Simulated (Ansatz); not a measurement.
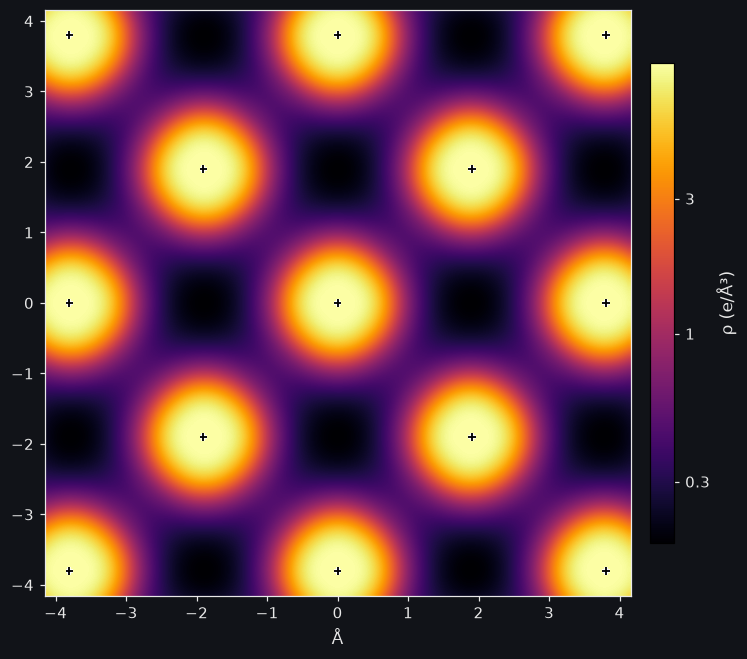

The valence electron density on a plane through atoms (crosses mark nuclei in the plane).

The calculation used Kohn-Sham DFT of a periodic cell, PBE, Ansatz PAW in Ansatz 0.2.0.

Candidates:
A. MnO, a = 3.27 Å, b = 3.27 Å, c = 4.45 Å, α = 90.00°, β = 90.00°, γ = 90.00°. Space group I4/mmm; a structure from a database of computed crystals, not necessarily the ambient phase; computed pressure about −8 GPa in this cell; spin-polarised.
B. Ir, a = 3.81 Å, b = 3.81 Å, c = 3.81 Å, α = 90.00°, β = 90.00°, γ = 90.00°. Space group Fm-3m; computed pressure about 20 GPa in this cell.

### Which candidate gave the map?

Candidate B: Ir on the (001) plane of the conventional cell, which holds Ir. Ir–Ir (2.69 Å): ρ is about 0.46 e/Å³ halfway.
